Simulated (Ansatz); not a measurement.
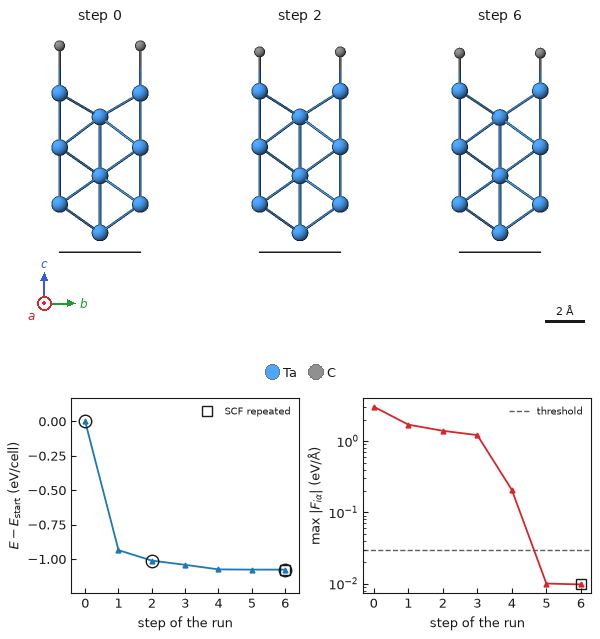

Frames of a constrained relaxation of a slab of composition Ta6C (cut from the Fm-3m phase), marked on the history of the run. The picture is a ball-and-stick view of the 2 × 1 repeat of the cell, outlined in the plane, without the vacuum, seen along the a axis.

Case: C put at a top Ta site. The slab is the (1 1 0) face of Ta with C on it. 3 atoms are held fixed.

Computed with DFT PBEsol, scalar-relativistic, plane waves, PAW (Ansatz). Set-up: plane-wave cutoff 420 eV; k-point mesh 10 × 7 × 1; occupations gaussian; smearing width 0.1 eV; no spin polarisation; dipole correction; atoms relaxed in a fixed cell; force threshold 0.03 eV/Å; at most 70 steps.

Q: Describe the path.

A: After 5 accepted moves (6 points after the start) the energy has fallen by 1.076 eV per cell of the calculation. Largest force component: 3.1 eV/Å at the start, 0.0098 eV/Å at the end. 1 step only repeated the SCF at the same geometry. The atom that moves furthest is the C atom (0.38 Å along the normal (−c)). By element the largest moves are C 0.38 Å, Ta 0.13 Å. The cell stays as it was. Near-neighbour distances that change, for instance: C–Ta 2.460 → 1.947 Å, Ta–Ta 2.801 → 2.901 Å, Ta–Ta 2.833 → 2.907 Å, Ta–Ta 3.006 → 2.973 Å. Cost: 4.3 min on 1 thread of Intel(R) Xeon(R) Platinum 8259CL CPU @ 2.50GHz (Skylake/Cascade Lake), with other jobs on the host, peak memory 0.69 GiB. From step 0 to 2: the C atom moves most (0.32 Å), energy −1.010 eV per cell of the calculation. From step 2 to 6: the C atom moves most (0.07 Å), energy −65.5 meV per cell of the calculation.

| step | E − E(0), meV/atom | largest force component, eV/Å | note |
| --- | --- | --- | --- |
| 0 | 0.00 | 3.0508 |  |
| 1 | -133.49 | 1.7073 |  |
| 2 | -144.32 | 1.3980 |  |
| 3 | -148.71 | 1.2164 |  |
| 4 | -153.44 | 0.2077 |  |
| 5 | -153.68 | 0.0100 |  |
| 6 | -153.68 | 0.0098 | same geometry, SCF repeated |

Limits of the set-up: the periodic images lie only 3.0 Å apart, so the values are limited by the cell's size.
